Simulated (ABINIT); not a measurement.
Run report: Ir, single-point calculation

- system: Ir (1 atom in the cell)
- method: Kohn-Sham DFT of a periodic cell, PBE, JTH PAW PBE v2.0, no spin polarisation (ABINIT 10.8.3)

The structure derives from an entry of the Crystallography Open Database.

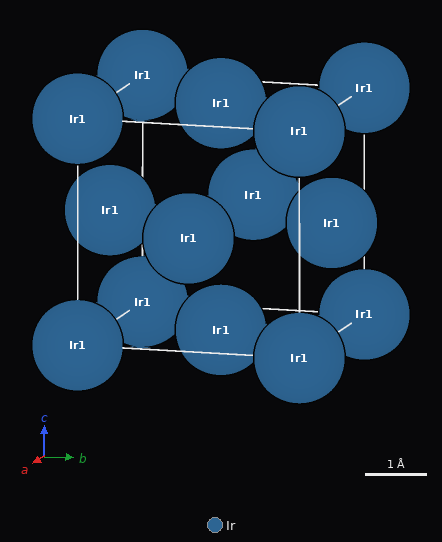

**Figure 1.** The structure (spheres-only view of the cell 4 times as large as that of the calculation, set on its symmetry axes, seen slightly off an axis; atoms are numbered from 1 in the order of the input).

Input file:
```
# Pseudopotentials
pp_dirpath "./"
pseudos "Ir.GGA_PBE-JTH.xml"

# Structure
structure "poscar:POSCAR"
natom 1

# Plane-wave basis
ecut 16.0
pawecutdg 32.0

# k points
kptopt 1
ngkpt 12 12 12
nshiftk 1
shiftk 0.0 0.0 0.0

# Exchange and correlation
ixc 11

# Bands and occupations
nband 12
occopt 3
tsmear 0.05 eV

# SCF cycle
nstep 100
tolvrs 1.0e-9

# Output
iomode 3
prtwf 0
prtden 0
prteig 0
prtebands 0
```

File POSCAR:
```
Ir
1.0
    0.0000000000      1.9156000000      1.9156000000
    1.9156000000      0.0000000000      1.9156000000
    1.9156000000      1.9156000000      0.0000000000
Ir
1
Direct
    0.0000000000      0.0000000000      0.0000000000  Ir
```

Launch command:
```bash
abinit run.abi > log 2>&1
```

Log:
```
.Version 10.8.3 of ABINIT
 Symmetries : space group Fm -3 m (#225); Bravais cF (face-center cubic)
================================================================================
 Values of the parameters that define the memory need of the present run
     intxc =       0    ionmov =       0      iscf =      17    lmnmax =      18
     lnmax =       6     mgfft =      20  mpssoang =       3    mqgrid =    3001
     natom =       1  nloc_mem =       2    nspden =       1   nspinor =       1
    nsppol =       1      nsym =      48    n1xccc =       1    ntypat =       1
    occopt =       3   xclevel =       2
       mpw =         303          nfft =        8000          nkpt =          72
 PAW method is used; the additional fine FFT grid is defined by:
   mgfftf=        30    nfftf =     27000
================================================================================
================================================================================

--------------------------------------------------------------------------------
------------- Echo of variables that govern the present computation ------------
--------------------------------------------------------------------------------
 -outvars: echo values of preprocessed input variables --------
            acell      1.0000000000E+00  1.0000000000E+00  1.0000000000E+00 Bohr
              amu      1.92220000E+02
             ecut      1.60000000E+01 Hartree
                       outvar_i_n : Printing only first  50 k-points.
              ixc          11
                       outvar_i_n : Printing only first  50 k-points.
         kptrlatt       12    0    0      0   12    0      0    0   12
          kptrlen      6.14327476E+01
            natom           1
            nband          12
            ngfft          20      20      20
          ngfftdg          30      30      30
             nkpt          72
            nstep         100
             nsym          48
           ntypat           1
                       prtocc : prtvol=0, do not print more k-points.
           occopt           3
        pawecutdg      3.20000000E+01 Hartree
         pawxcdev           0
           prtden           0
        prtebands           0
           prteig           0
            prtwf           0
            rprim      0.0000000000E+00  3.6199593668E+00  3.6199593668E+00
                       3.6199593668E+00  0.0000000000E+00  3.6199593668E+00
                       3.6199593668E+00  3.6199593668E+00  0.0000000000E+00
          spgroup         225
           tolvrs      1.00000000E-09
           tsmear      1.83746611E-03 Hartree
            typat      1
           useylm           1
                       outvars : Printing only first  50 k-points.
            znucl       77.00000

================================================================================

 chkinp: Checking input parameters for consistency.

================================================================================
== DATASET  1 ==================================================================

--- !DatasetInfo
iteration_state: {dtset: 1, }
dimensions: {natom: 1, nkpt: 72, mband: 12, nsppol: 1, nspinor: 1, nspden: 1, mpw: 303, }
cutoff_energies: {ecut:  16.0, pawecutdg:  32.0, }
electrons: {nelect:   1.50000000E+01, charge:   0.00000000E+00, occopt:   3.00000000E+00, tsmear:   1.83746611E-03, }
meta: {optdriver: 0, ionmov: 0, optcell: 0, iscf: 17, paral_kgb: 0, }
...

 Exchange-correlation functional for the present dataset will be:
  GGA: Perdew-Burke-Ernzerhof functional - ixc=11
  J.P.Perdew, K.Burke, M.Ernzerhof, PRL 77, 3865 (1996)

 Real(R)+Recip(G) space primitive vectors, cartesian coordinates (Bohr,Bohr^-1):
 R(1)=  0.0000000  3.6199594  3.6199594  G(1)= -0.1381231  0.1381231  0.1381231
 R(2)=  3.6199594  0.0000000  3.6199594  G(2)=  0.1381231 -0.1381231  0.1381231
 R(3)=  3.6199594  3.6199594  0.0000000  G(3)=  0.1381231  0.1381231 -0.1381231
 Unit cell volume ucvol=  9.4872661E+01 bohr^3
 Angles (23,13,12)=  6.00000000E+01  6.00000000E+01  6.00000000E+01 degrees

 Coarse grid specifications (used for wave-functions):

 getcut: wavevector=  0.0000  0.0000  0.0000  ngfft=  20  20  20
         ecut(hartree)=     16.000   => boxcut(ratio)=   2.16963

 Fine grid specifications (used for densities):

 getcut: wavevector=  0.0000  0.0000  0.0000  ngfft=  30  30  30
         ecut(hartree)=     32.000   => boxcut(ratio)=   2.30380

 getcut : COMMENT -
  Note that boxcut > 2.2 ; recall that boxcut=Gcut(box)/Gcut(sphere) = 2
  is sufficient for exact treatment of convolution.
  Such a large boxcut is a waste : you could raise ecut
  e.g. ecut=   42.459894 Hartrees makes boxcut=2

--- Pseudopotential description ------------------------------------------------
- pspini: atom type   1  psp file is ./Ir.GGA_PBE-JTH.xml
 Pseudopotential format is: paw10
 basis_size (lnmax)=  6 (lmn_size= 18), orbitals=   0   0   1   1   2   2
 Spheres core radius: rc_sph= 2.51065676
 Shapefunction is SIN type: shapef(r)=[sin(pi*r/rshp)/(pi*r/rshp)]**2
 Radius for shape functions =  2.20407242
 Compensation charge density is not taken into account in XC energy/potential

   5.25859805E+02                                ecore*ucvol(ha*bohr**3)
--------------------------------------------------------------------------------

================================================================================

--- !BeginCycle
iteration_state: {dtset: 1, }
solver: {iscf: 17, nstep: 100, nline: 4, wfoptalg: 10, }
tolerances: {tolvrs: 1.00E-09, }
...

     iter   Etot(hartree)      deltaE(h)  residm     nres2
 ETOT  1  -75.965136481166    -7.597E+01 2.476E+01 3.216E+00
 ETOT  2  -77.064537836691    -1.099E+00 1.545E-01 4.902E+00
 ETOT  3  -77.051157636769     1.338E-02 9.724E-02 1.365E+00
 ETOT  4  -77.047740070271     3.418E-03 1.700E-02 6.579E-02
 ETOT  5  -77.047894278396    -1.542E-04 3.436E-03 5.460E-04
 ETOT  6  -77.047904106832    -9.828E-06 1.987E-03 1.505E-05
 ETOT  7  -77.047904955893    -8.491E-07 4.554E-04 1.265E-05
 ETOT  8  -77.047904917982     3.791E-08 1.092E-04 7.276E-07
 ETOT  9  -77.047904916659     1.323E-09 8.059E-05 2.997E-07
 ETOT 10  -77.047904915682     9.771E-10 6.760E-05 2.101E-08
 ETOT 11  -77.047904915681     1.108E-12 3.634E-05 2.208E-09
 ETOT 12  -77.047904915690    -8.782E-12 5.333E-05 9.884E-11

 At SCF step   12       nres2   =  9.88E-11 < tolvrs=  1.00E-09 =>converged.

 Cartesian components of stress tensor (hartree/bohr^3)
  sigma(1 1)= -3.72261356E-04  sigma(3 2)=  0.00000000E+00
  sigma(2 2)= -3.72261356E-04  sigma(3 1)=  0.00000000E+00
  sigma(3 3)= -3.72261356E-04  sigma(2 1)=  0.00000000E+00

--- !ResultsGS
iteration_state: {dtset: 1, }
comment   : Summary of ground state results
lattice_vectors:
- [  0.0000000,   3.6199594,   3.6199594, ]
- [  3.6199594,   0.0000000,   3.6199594, ]
- [  3.6199594,   3.6199594,   0.0000000, ]
lattice_lengths: [   5.11940,    5.11940,    5.11940, ]
lattice_angles: [ 60.000,  60.000,  60.000, ] # degrees, (23, 13, 12)
lattice_volume:   9.4872661E+01
convergence: {deltae: -8.782E-12, res2:  9.884E-11, residm:  5.333E-05, diffor: null, }
etotal    :  -7.70479049E+01
entropy   :   0.00000000E+00
fermie    :   5.66954765E-01
cartesian_stress_tensor: # hartree/bohr^3
- [ -3.72261356E-04,   0.00000000E+00,   0.00000000E+00, ]
- [  0.00000000E+00,  -3.72261356E-04,   0.00000000E+00, ]
- [  0.00000000E+00,   0.00000000E+00,  -3.72261356E-04, ]
pressure_GPa:   1.0952E+01
xred      :
- [  0.0000E+00,   0.0000E+00,   0.0000E+00, Ir]
cartesian_forces: # hartree/bohr
- [ -0.00000000E+00,  -0.00000000E+00,  -0.00000000E+00, ]
force_length_stats: {min:   0.00000000E+00, max:   0.00000000E+00, mean:   0.00000000E+00, }
...

 Integrated electronic density in atomic spheres:
 ------------------------------------------------
 Atom  Sphere_radius  Integrated_density
    1        2.51066         13.62837154

================================================================================

 ----iterations are completed or convergence reached----

 Mean square residual over all n,k,spin=   13.501E-08; max=  53.329E-06
 reduced coordinates (array xred) for    1 atoms
       0.000000000000      0.000000000000      0.000000000000
 rms dE/dt=  0.0000E+00; max dE/dt=  0.0000E+00; dE/dt below (all hartree)
    1       0.000000000000      0.000000000000      0.000000000000

 cartesian coordinates (angstrom) at end:
    1      0.00000000000000     0.00000000000000     0.00000000000000

 cartesian forces (hartree/bohr) at end:
    1     -0.00000000000000    -0.00000000000000    -0.00000000000000
 frms,max,avg= 0.0000000E+00 0.0000000E+00   0.000E+00  0.000E+00  0.000E+00 h/b

 cartesian forces (eV/Angstrom) at end:
    1     -0.00000000000000    -0.00000000000000    -0.00000000000000
 frms,max,avg= 0.0000000E+00 0.0000000E+00   0.000E+00  0.000E+00  0.000E+00 e/A
 length scales=  1.000000000000  1.000000000000  1.000000000000 bohr
              =  0.529177210544  0.529177210544  0.529177210544 angstroms
 Fermi (or HOMO) energy (hartree) =   0.56695   Average Vxc (hartree)=  -0.48776
 Eigenvalues (hartree) for nkpt=  72  k points:
 kpt#   1, nband= 12, wtk=  0.00058, kpt=  0.0000  0.0000  0.0000 (reduced coord)
  -1.25054   -1.25054   -1.25054    0.15356    0.42154    0.42154    0.42154    0.52139
   0.52139    0.76237    1.06744    1.27305
      occupation numbers for kpt#   1
   2.00000    2.00000    2.00000    2.00000    2.00000    2.00000    2.00000    2.00000
   2.00000    0.00000    0.00000    0.00000
 prteigrs : prtvol=0 or 1, do not print more k-points.

--- !EnergyTerms
iteration_state     : {dtset: 1, }
comment             : Components of total free energy in Hartree
kinetic             :  9.63166501843387E+00
hartree             :  8.13727668786058E+00
xc                  : -3.62330938548284E+00
Ewald energy        : -7.12434769392642E+01
psp_core            :  5.54279598221438E+00
local_psp           : -3.29187241091370E+01
PAW spherical_terms :  7.42604053341379E+00
internal            : -7.70477322119615E+01
'-kT*entropy'       : -1.73322112710618E-04
total_energy        : -7.70479055340742E+01
total_energy_eV     : -2.09658031693155E+03
...

--- !EnergyTermsDC
iteration_state     : {dtset: 1, }
comment             : '"Double-counting" decomposition of free energy'
band_energy         : -3.88665599142885E+00
Ewald energy        : -7.12434769392642E+01
psp_core            :  5.54279598221438E+00
xc_dc               : -7.32159514411296E+00
PAW spherical_terms : -1.38799500985455E-01
internal            : -7.70477315935771E+01
'-kT*entropy'       : -1.73322112710618E-04
total_energy_dc     : -7.70479049156898E+01
total_energy_dc_eV  : -2.09658030010445E+03
...

--- !EnergyTermsWithPAWCore
iteration_state     : {dtset: 1, }
comment             : 'Components of total free energy, including PAW core contributions'
Total energy        : -1.78278896519530E+04
Total energy DC     : -1.78278896513346E+04
Total energy (eV)   : -4.85121591270020E+05
Total energy DC (eV): -4.85121591253192E+05
...

 Cartesian components of stress tensor (hartree/bohr^3)
  sigma(1 1)= -3.72261356E-04  sigma(3 2)=  0.00000000E+00
  sigma(2 2)= -3.72261356E-04  sigma(3 1)=  0.00000000E+00
  sigma(3 3)= -3.72261356E-04  sigma(2 1)=  0.00000000E+00

-Cartesian components of stress tensor (GPa)         [Pressure=  1.0952E+01 GPa]
- sigma(1 1)= -1.09523072E+01  sigma(3 2)=  0.00000000E+00
- sigma(2 2)= -1.09523072E+01  sigma(3 1)=  0.00000000E+00
- sigma(3 3)= -1.09523072E+01  sigma(2 1)=  0.00000000E+00

== END DATASET(S) ==============================================================
================================================================================

 -outvars: echo values of variables after computation  --------
            acell      1.0000000000E+00  1.0000000000E+00  1.0000000000E+00 Bohr
           etotal     -7.7047904916E+01
            fcart     -0.0000000000E+00 -0.0000000000E+00 -0.0000000000E+00
            rprim      0.0000000000E+00  3.6199593668E+00  3.6199593668E+00
                       3.6199593668E+00  0.0000000000E+00  3.6199593668E+00
                       3.6199593668E+00  3.6199593668E+00  0.0000000000E+00
           strten     -3.7226135611E-04 -3.7226135611E-04 -3.7226135611E-04
                       0.0000000000E+00  0.0000000000E+00  0.0000000000E+00
 Calculation completed.
```

Key numbers:

```csv
quantity,value
outcome,converged
space group (tolerance 0.01 Å),Fm-3m (225)
electrons treated,15
free energy,−2096.5803 eV
Fermi energy,15.428 eV
gap on the k-point mesh,none (metallic)
pressure,10.95 GPa
largest force (length of the vector),under 0.001 eV/Å
hardware,"1 thread of Arm Neoverse V2, 24 GiB of memory available, shared host"
wall time,8 s
peak memory,0.09 GiB
```

Notes:

Spin–orbit coupling is left out, which matters for Ir. The cell is under a pressure of 11.0 GPa at this level, so it is not at its equilibrium volume.
